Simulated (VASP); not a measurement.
**Ge17Se15: geometry relaxation (part 2 of 9)**

Continued. System: Ge17Se15 (defect cell, 32 atoms in the cell). Method: Kohn-Sham DFT of a periodic cell, PBE, VASP PAW PBE potentials, recommended, spin-polarised (VASP 6.6.1); cutoff 450 eV, 2×2×2 k-mesh, Gaussian smearing of 0.01 eV, collinear spins. The structure derives from an entry of the Crystallography Open Database.

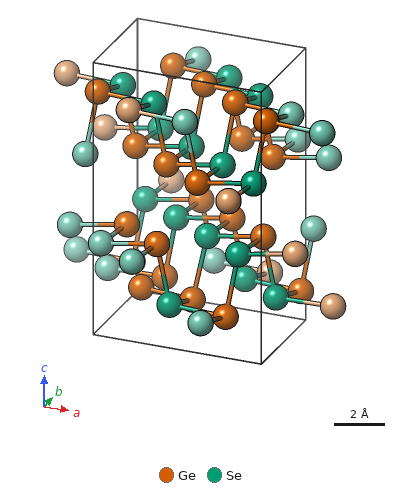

*The starting structure (ball-and-stick view of the cell of the calculation, seen slightly off an axis; neighbours outside the cell are drawn fainter). An atom can appear more than once, as a periodic image.*

OSZICAR, continued
```
DAV:   3    -0.130503084348E+03   -0.16990E-03   -0.27515E-03  4272   0.159E-01    0.960E-02
DAV:   4    -0.130503024262E+03    0.60087E-04   -0.22716E-04  3744   0.617E-02    0.547E-02
DAV:   5    -0.130503032748E+03   -0.84861E-05   -0.13664E-04  3752   0.709E-02    0.216E-02
DAV:   6    -0.130503035967E+03   -0.32198E-05   -0.40818E-05  3680   0.315E-02    0.121E-02
DAV:   7    -0.130503034605E+03    0.13625E-05   -0.11072E-05  3328   0.144E-02    0.740E-03
DAV:   8    -0.130503034021E+03    0.58408E-06   -0.39439E-06  2848   0.992E-03
  14 F= -.13050303E+03 E0= -.13050303E+03  d E =-.457020E-02  mag=     1.0000
       N       E                     dE             d eps       ncg     rms          rms(c)
DAV:   1    -0.130500975106E+03    0.20595E-02   -0.12945E+00  3640   0.268E+00    0.150E-01
DAV:   2    -0.130503475283E+03   -0.25002E-02   -0.25850E-02  4296   0.434E-01    0.460E-02
DAV:   3    -0.130503501496E+03   -0.26214E-04   -0.42175E-04  4216   0.611E-02    0.380E-02
DAV:   4    -0.130503492658E+03    0.88383E-05   -0.36946E-05  3640   0.265E-02    0.217E-02
DAV:   5    -0.130503494180E+03   -0.15221E-05   -0.21391E-05  3632   0.280E-02    0.856E-03
DAV:   6    -0.130503494716E+03   -0.53574E-06   -0.71807E-06  3472   0.137E-02
  15 F= -.13050349E+03 E0= -.13050349E+03  d E =-.503090E-02  mag=     1.0000
       N       E                     dE             d eps       ncg     rms          rms(c)
DAV:   1    -0.130497956410E+03    0.55378E-02   -0.35207E+00  3640   0.451E+00    0.262E-01
DAV:   2    -0.130504978840E+03   -0.70224E-02   -0.73099E-02  4152   0.769E-01    0.812E-02
DAV:   3    -0.130505136073E+03   -0.15723E-03   -0.22401E-03  4008   0.164E-01    0.646E-02
DAV:   4    -0.130505114047E+03    0.22027E-04   -0.15692E-04  4000   0.820E-02    0.436E-02
DAV:   5    -0.130505110153E+03    0.38940E-05   -0.10171E-04  3504   0.660E-02    0.192E-02
DAV:   6    -0.130505113907E+03   -0.37538E-05   -0.36964E-05  3872   0.279E-02    0.109E-02
DAV:   7    -0.130505113164E+03    0.74280E-06   -0.88856E-06  3488   0.254E-02
  16 F= -.13050511E+03 E0= -.13050511E+03  d E =-.161845E-02  mag=     1.0000
       N       E                     dE             d eps       ncg     rms          rms(c)
DAV:   1    -0.130505112304E+03    0.16021E-05   -0.10231E-04  4000   0.275E-02    0.263E-03
DAV:   2    -0.130505112418E+03   -0.11322E-06   -0.23571E-06  2176   0.616E-03
  17 F= -.13050511E+03 E0= -.13050511E+03  d E =-.161770E-02  mag=     1.0000
       N       E                     dE             d eps       ncg     rms          rms(c)
DAV:   1    -0.130503485715E+03    0.16266E-02   -0.11500E+00  3608   0.256E+00    0.155E-01
DAV:   2    -0.130505855411E+03   -0.23697E-02   -0.24654E-02  4288   0.432E-01    0.458E-02
DAV:   3    -0.130505886153E+03   -0.30742E-04   -0.48873E-04  4024   0.736E-02    0.388E-02
DAV:   4    -0.130505879757E+03    0.63966E-05   -0.49219E-05  3752   0.315E-02    0.248E-02
DAV:   5    -0.130505881189E+03   -0.14318E-05   -0.23197E-05  3680   0.307E-02    0.994E-03
DAV:   6    -0.130505882121E+03   -0.93255E-06   -0.83819E-06  3616   0.133E-02
  18 F= -.13050588E+03 E0= -.13050588E+03  d E =-.769704E-03  mag=     1.0000
       N       E                     dE             d eps       ncg     rms          rms(c)
DAV:   1    -0.130505739225E+03    0.14196E-03   -0.87566E-02  3606   0.705E-01    0.441E-02
DAV:   2    -0.130505919361E+03   -0.18014E-03   -0.18758E-03  4288   0.121E-01    0.133E-02
DAV:   3    -0.130505922723E+03   -0.33619E-05   -0.42235E-05  3872   0.206E-02    0.111E-02
DAV:   4    -0.130505922675E+03    0.47999E-07   -0.25826E-06  2768   0.920E-03
  19 F= -.13050592E+03 E0= -.13050592E+03  d E =-.810257E-03  mag=     1.0000
       N       E                     dE             d eps       ncg     rms          rms(c)
DAV:   1    -0.130504560607E+03    0.13621E-02   -0.90804E-01  3552   0.220E+00    0.134E-01
DAV:   2    -0.130506410906E+03   -0.18503E-02   -0.19116E-02  4344   0.373E-01    0.410E-02
DAV:   3    -0.130506433127E+03   -0.22220E-04   -0.33417E-04  4016   0.581E-02    0.343E-02
DAV:   4    -0.130506424103E+03    0.90238E-05   -0.32389E-05  3584   0.327E-02    0.194E-02
DAV:   5    -0.130506425536E+03   -0.14333E-05   -0.19174E-05  3680   0.200E-02    0.854E-03
DAV:   6    -0.130506425514E+03    0.21930E-07   -0.50933E-06  3400   0.124E-02
  20 F= -.13050643E+03 E0= -.13050643E+03  d E =-.502839E-03  mag=     1.0000
```

Parts of OUTCAR
```
SYSTEM = Ge17Se15
   AMIX = 0.2
   AMIX_MAG = 0.8
   EDIFF = 1E-6
   EDIFFG = -0.025
   ENCUT = 450
   GGA = PE
   IBRION = 2
   ISIF = 2
   ISMEAR = 0
   ISPIN = 2
   ISYM = 0
   LASPH = .TRUE.
   LORBIT = 11
   LREAL = Auto
   NELECT = 329.0
   NELM = 150
   NSW = 70
   PREC = Normal

 ion  position               nearest neighbor table
   1  0.996  0.121  0.873-  24 2.59  30 2.61  29 2.61
   2  0.246  0.871  0.873-  23 2.59  30 2.61  32 2.61
   3  0.746  0.371  0.873-  22 2.59  29 2.61  31 2.61
   4  0.496  0.621  0.873-  21 2.59  32 2.61  31 2.61
   5  0.133  0.257  0.378-  26 2.63  25 2.64  17 2.68
   6  0.379  0.004  0.373-  18 2.59  26 2.61  28 2.61
   7  0.879  0.504  0.373-  19 2.59  25 2.61  27 2.61
   8  0.629  0.754  0.373-  20 2.59  27 2.61  28 2.61
   9  0.121  0.496  0.627-  29 2.59  23 2.61  21 2.61
  10  0.371  0.246  0.627-  30 2.59  22 2.61  21 2.61
  11  0.871  0.746  0.627-  31 2.59  24 2.61  23 2.61
  12  0.621  0.996  0.627-  32 2.59  24 2.61  22 2.61
  13  0.258  0.635  0.137-  28 2.46  19 2.62  17 2.65
  14  0.494  0.367  0.123-  17 2.44  18 2.54  27 2.65
  15  0.004  0.879  0.127-  26 2.59  19 2.61  20 2.61
  16  0.754  0.129  0.127-  25 2.59  18 2.61  20 2.61
  17  0.202  0.317  0.145-  14 2.44  13 2.65   5 2.68
  18  0.438  0.063  0.147-  14 2.54   6 2.59  16 2.61
  19  0.938  0.563  0.147-   7 2.59  15 2.61  13 2.62
  20  0.688  0.813  0.147-   8 2.59  15 2.61  16 2.61
  21  0.437  0.562  0.647-   4 2.59   9 2.61  10 2.61
  22  0.687  0.312  0.647-   3 2.59  12 2.61  10 2.61
  23  0.187  0.812  0.647-   2 2.59  11 2.61   9 2.61
  24  0.937  0.062  0.647-   1 2.59  11 2.61  12 2.61
  25  0.813  0.188  0.353-  16 2.59   7 2.61   5 2.64
  26  0.063  0.938  0.353-  15 2.59   6 2.61   5 2.63
  27  0.563  0.438  0.353-   7 2.61   8 2.61  14 2.65
  28  0.313  0.688  0.353-  13 2.46   8 2.61   6 2.61
  29  0.062  0.437  0.853-   9 2.59   3 2.61   1 2.61
  30  0.312  0.187  0.853-  10 2.59   2 2.61   1 2.61
  31  0.812  0.687  0.853-  11 2.59   4 2.61   3 2.61
  32  0.562  0.937  0.853-  12 2.59   4 2.61   2 2.61

IMPORTANT INFORMATION: All symmetrisations will be switched off!
NOSYMM: (Re-)initialisation of all symmetry stuff for point group C_1.

----------------------------------------------------------------------------------------

                                     Primitive cell

  volume of cell :     785.8177

  direct lattice vectors                    reciprocal lattice vectors
     0.000000000  7.767542000 -4.522527000     0.000000000  0.064370428 -0.110557659
     0.000000000 -7.767542000 -4.522527000    -0.000000000 -0.064370428 -0.110557659
   -11.184769000  0.000000000  0.000000000    -0.089407300  0.000000000 -0.000000000

  length of vectors
     8.988212235  8.988212235 11.184769000     0.127931810  0.127931810  0.089407300

  position of ions in fractional coordinates (direct lattice)
     0.996362500  0.121362500  0.873490000
     0.246362500  0.871362500  0.873490000
     0.746362500  0.371362500  0.873490000
     0.496362500  0.621362500  0.873490000
     0.133190590  0.257088200  0.378181340
     0.378637500  0.003637500  0.373490000
     0.878637500  0.503637500  0.373490000
     0.628637500  0.753637500  0.373490000
     0.121362500  0.496362500  0.626510000
     0.371362500  0.246362500  0.626510000
     0.871362500  0.746362500  0.626510000
     0.621362500  0.996362500  0.626510000
     0.258398750  0.635151340  0.137395390
     0.494309640  0.367360180  0.122720900
     0.003637500  0.878637500  0.126510000
     0.753637500  0.128637500  0.126510000
     0.202493110  0.317397950  0.144517220
     0.437965500  0.062965500  0.147184000
     0.937965500  0.562965500  0.147184000
     0.687965500  0.812965500  0.147184000
     0.437034500  0.562034500  0.647184000
     0.687034500  0.312034500  0.647184000
     0.187034500  0.812034500  0.647184000
     0.937034500  0.062034500  0.647184000
     0.812965500  0.187965500  0.352816000
     0.062965500  0.937965500  0.352816000
     0.562965500  0.437965500  0.352816000
     0.312965500  0.687965500  0.352816000
     0.062034500  0.437034500  0.852816000
     0.312034500  0.187034500  0.852816000
     0.812034500  0.687034500  0.852816000
     0.562034500  0.937034500  0.852816000

  ion indices of the primitive-cell ions
   primitive index   ion index
                 1           1
                 2           2
                 3           3
                 4           4
                 5           5
                 6           6
                 7           7
                 8           8
                 9           9
                10          10
                11          11
                12          12
                13          13
                14          14
                15          15
                16          16
                17          17
                18          18
                19          19
                20          20
                21          21
                22          22
                23          23
                24          24
                25          25
                26          26
                27          27
                28          28
                29          29
                30          30
                31          31
                32          32

----------------------------------------------------------------------------------------

 KPOINTS: k-points

Automatic generation of k-mesh.
 Grid dimensions read from file:
 generate k-points for:    2    2    2

 Generating k-lattice:

  Cartesian coordinates                     Fractional coordinates (reciprocal lattice)
     0.000000000  0.032185214 -0.055278830     0.500000000  0.000000000  0.000000000
    -0.000000000 -0.032185214 -0.055278830     0.000000000  0.500000000  0.000000000
    -0.044703650  0.000000000 -0.000000000     0.000000000  0.000000000  0.500000000

  Length of vectors
     0.063965905  0.063965905  0.044703650

  Shift w.r.t. Gamma in fractional coordinates (k-lattice)
     0.500000000  0.500000000  0.500000000

 Subroutine IBZKPT returns following result:
 ===========================================

 Found      4 irreducible k-points:

 Following reciprocal coordinates:
            Coordinates               Weight
  0.250000  0.250000  0.250000      2.000000
 -0.250000 -0.250000  0.250000      2.000000
 -0.250000  0.250000  0.250000      2.000000
  0.250000 -0.250000  0.250000      2.000000
   k-points           NKPTS =      4   k-points in BZ     NKDIM =      4   number of bands    NBANDS=    198
   number of dos      NEDOS =    301   number of ions     NIONS =     32
   total plane-waves  NPLWV = 138240
   dimension x,y,z NGX =    48 NGY =   48 NGZ =   60
   dimension x,y,z NGXF=    96 NGYF=   96 NGZF=  120
   ions per type =              17  15
   NGX,Y,Z   is equivalent  to a cutoff of   8.88,  8.88,  8.92 a.u.
   NGXF,Y,Z  is equivalent  to a cutoff of  17.76, 17.76, 17.84 a.u.
 SYSTEM =  Ge17Se15
   PREC   = normal    normal or accurate (medium, high low for compatibility)
   ISTART =      0    job   : 0-new  1-cont  2-samecut
   ICHARG =      2    charge: 1-file 2-atom 10-const
   ISPIN  =      2    spin polarized calculation?
   LNONCOLLINEAR =      F non collinear calculations
   LSORBIT =      F    spin-orbit coupling
   LASPH  =      T    aspherical Exc in radial PAW
   ENCUT  =  450.0 eV  33.07 Ry    5.75 a.u.  15.55 15.55 19.35*2*pi/ulx,y,z
   NELM   =    150;   NELMIN=  2; NELMDL= -5     # of ELM steps
   EDIFF  = 0.1E-05   stopping-criterion for ELM
   LREAL  =      T    real-space projection
   EDIFFG = -.3E-01   stopping-criterion for IOM
   NSW    =     70    number of steps for IOM
   IBRION =      2    ionic relax: 0-MD 1-quasi-New 2-CG
   NFREE  =      1    steps in history (QN), initial steepest desc. (CG)
   ISIF   =      2    stress and relaxation
   ISYM   =      0    0-nonsym 1-usesym 2-fastsym
   POTIM  = 0.5000    time-step for ionic-motion
   TEBEG  =    0.0;   TEEND  =   0.0 temperature during run
   PSTRESS=    0.0 pullay stress
   NELECT =     329.0000    total number of electrons
   NUPDOWN=      -1.0000    fix difference up-down
   EMIN   =  10.00;   EMAX   =-10.00  energy-range for DOS
   EFERMI =   0.00;   METHOD = LEGACY
   ISMEAR =     0;   SIGMA  =   0.01  broadening in eV -4-tet -1-fermi 0-gaus
   EFERMI_NEDOS =   21; number of points for ismear=-14 and -15
   IALGO  =     38    algorithm
   IMIX   =      4    mixing-type and parameters
     AMIX     =   0.20;   BMIX     =  0.00
     AMIX_MAG =   0.80;   BMIX_MAG =  0.00
  volume/ion in A,a.u.               =      24.56       165.72
  Fermi-wavevector in a.u.,A,eV,Ry     =   1.224709  2.314364 20.407539  1.499912
  Thomas-Fermi vector in A             =   2.359774
   LORBIT       =     11    0 simple, 1 ext, 2 COOP (PROOUT), +10 PAW based schemes
   GGA     = PE    functional components
   LHFCALC =     F    Hartree Fock is set to
   AEXX    =    0.0000 exact exchange contribution
   IVDW    =     0    specifies the selected vdW correction
   LEPSILON=     F    determine dielectric tensor
   LRPA    =     F    only Hartree local field effects (RPA)
 conjugate gradient relaxation of ions
 spin polarized calculation
 Gauss-broadening in eV      SIGMA  =   0.01
  energy-cutoff  :      450.00
  volume of cell :      785.82
 maximum number of plane-waves:     17063
   NGX = 31   NGY = 31   NGZ = 39

--------------------------------------- Ionic step        1  -------------------------------------------

 number of electron     328.9999707 magnetization       1.0000125

 Free energy of the ion-electron system (eV)
  ---------------------------------------------------
  ext. energy  EPLUGINS =         0.00000000
  ---------------------------------------------------
  free energy    TOTEN  =      -130.12824962 eV

  energy without entropy =     -130.12822314  energy(sigma->0) =     -130.12823638

------------------------ aborting loop because EDIFF is reached ----------------------------------------

  FORCE on cell =-STRESS in cart. coord.  units (eV):
  Direction    XX          YY          ZZ          XY          YZ          ZX
  --------------------------------------------------------------------------------------
  -------------------------------------------------------------------------------------
  Total        8.1503749      7.6640729      8.3755769      0.1167364     -0.6382893     -1.0867750
  in kB       16.6175263     15.6260214     17.0766831      0.2380099     -1.3013866     -2.2157892
  external PRESSURE =      16.4400769 kB  Pullay stress =       0.0000000 kB

 VOLUME and BASIS-vectors are now :
 -----------------------------------------------------------------------------
  energy-cutoff  :      450.00
  volume of cell :      785.82
      direct lattice vectors                 reciprocal lattice vectors
     0.000000000  7.767542000 -4.522527000     0.000000000  0.064370428 -0.110557659
     0.000000000 -7.767542000 -4.522527000    -0.000000000 -0.064370428 -0.110557659
   -11.184769000  0.000000000  0.000000000    -0.089407300  0.000000000 -0.000000000

 POSITION                                       TOTAL-FORCE (eV/Angst)
 -----------------------------------------------------------------------------------
     -9.76978      6.79660     -5.05494        -0.293103     -0.028949     -0.075761
     -9.76978     -4.85471     -5.05494        -0.201559      0.044638      0.072756
     -9.76978      2.91283     -5.05494        -0.228288     -0.035142      0.063275
     -9.76978     -0.97094     -5.05494        -0.185318      0.012950      0.100205
     -4.22987     -0.96238     -1.76505         0.545992      0.020786      0.189594
     -4.17740      2.91283     -1.72885        -0.054179     -0.084490     -0.045064
     -4.17740      2.91283     -6.25138         0.015745     -0.037680      0.037025
     -4.17740     -0.97094     -6.25138        -0.038536      0.097583     -0.005089
     -7.00737     -2.91283     -2.79368         0.155964      0.084890      0.115723
     -7.00737      0.97094     -2.79368         0.217007     -0.080486      0.066595
     -7.00737      0.97094     -7.31620         0.087896     -0.028071     -0.008415
     -7.00737     -2.91283     -7.31620         0.080877      0.017978     -0.027711
     -1.53674     -2.92644     -4.04110         1.016932      0.102539      0.386245
     -1.37260      0.98609     -3.89693         0.231349      0.413444     -0.624035
     -1.41499     -6.79660     -3.99011        -0.108567     -0.114457     -0.065162
     -1.41499      4.85471     -3.99011        -0.086949      0.146235     -0.109114
     -1.61639     -0.89253     -2.35122        -0.660299     -0.837690      0.489065
     -1.64622      2.91283     -2.26547         0.093399      0.204893      0.138748
     -1.64622      2.91283     -6.78800         0.021868      0.079356     -0.146070
     -1.64622     -0.97094     -6.78800         0.089992     -0.024146     -0.049082
     -7.23860     -0.97094     -4.51832         0.083668      0.005201     -0.011034
     -7.23860      2.91283     -4.51832         0.134390      0.042098     -0.068982
     -7.23860     -4.85471     -4.51832         0.111489     -0.048665     -0.088789
     -7.23860      6.79660     -4.51832         0.141525      0.000293      0.007757
     -3.94617      4.85471     -4.52674        -0.084198      0.013352     -0.023839
     -3.94617     -6.79660     -4.52674        -0.108814      0.030696      0.030352
     -3.94617      0.97094     -4.52674         0.052175     -0.051911     -0.046452
     -3.94617     -2.91283     -4.52674        -0.713200      0.041327     -0.070400
     -9.53855     -2.91283     -2.25705        -0.096272      0.088570     -0.072900
     -9.53855      0.97094     -2.25705        -0.119102     -0.068773     -0.061324
     -9.53855      0.97094     -6.77958        -0.052421      0.032391     -0.043189
     -9.53855     -2.91283     -6.77958        -0.049464     -0.038760     -0.054930
 -----------------------------------------------------------------------------------
    total drift:                               -0.012026      0.001008     -0.011825

  FREE ENERGIE OF THE ION-ELECTRON SYSTEM (eV)
  ---------------------------------------------------
  free  energy   TOTEN  =      -130.1282496162 eV

  energy  without entropy=     -130.1282231403  energy(sigma->0) =     -130.12823638

--------------------------------------- Ionic step        2  -------------------------------------------

 number of electron     328.9999387 magnetization       1.0000000

------------------------ aborting loop because EDIFF is reached ----------------------------------------
```
